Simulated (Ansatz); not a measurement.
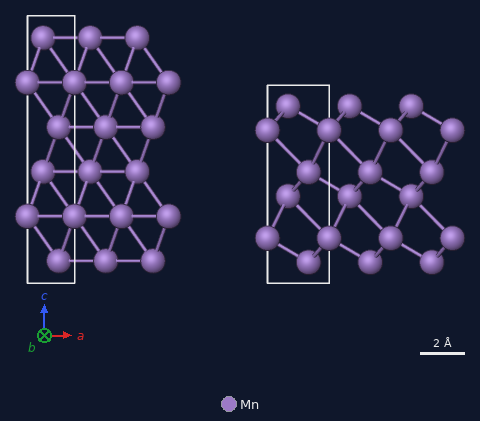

Two geometries of a crystal of Mn (built on the grey arsenic (A7)_166 type) (coarse preliminary run), drawn at one scale. One is the start of a relaxation, the other its converged end. Style: ball-and-stick. Shown: the conventional cell (3 times the calculation's cell), repeated 3 × 1 × 1 with one cell outlined, along the b axis. Lengths and directions refer to the drawn axes.

Computed with Ansatz, DFT PBE, scalar-relativistic, plane waves, PAW. Set-up: plane-wave cutoff 420 eV; k-point mesh 6 × 6 × 6; occupations gaussian; smearing width 0.1 eV; no spin polarisation; cell and atoms relaxed; force threshold 0.04 eV/Å; at most 70 steps.

Q: Which one is relaxed?

A: The left one is the relaxed one. Case: grey arsenic (A7) type (R-3m, No. 166). The largest moves relative to the cell, 0.27 Å, are those of Mn atoms. Cell: a = b 3.237 → 2.470 Å (−23.7 %), c 9.003 → 12.168 Å (+35.2 %). Volume −21.2 %. Among the contacts that change: Mn–Mn 3.237 → 2.470 Å, Mn–Mn 2.166 → 2.479 Å, Mn–Mn 2.668 → 2.480 Å. Among the angles between lasting bonds that change: Mn–Mn–Mn 96.7° → 59.8°, Mn–Mn–Mn 93.4° → 120.2°, Mn–Mn–Mn 164.8° → 180.0°. The space group stays R-3m (No. 166). The energy falls by 930 meV per atom in 12 accepted moves (14 points after the start). Largest force component: 0.19 eV/Å at the start, 0.0014 eV/Å at the end. Pressure: −12.58 GPa at the start and 0.04 GPa at the end. At 2 points the geometry stayed and the basis and grid were re-selected for the new cell (energy shift of 79.5 meV per atom at most each time). The run took of the order of 16 core-seconds on a shared host.
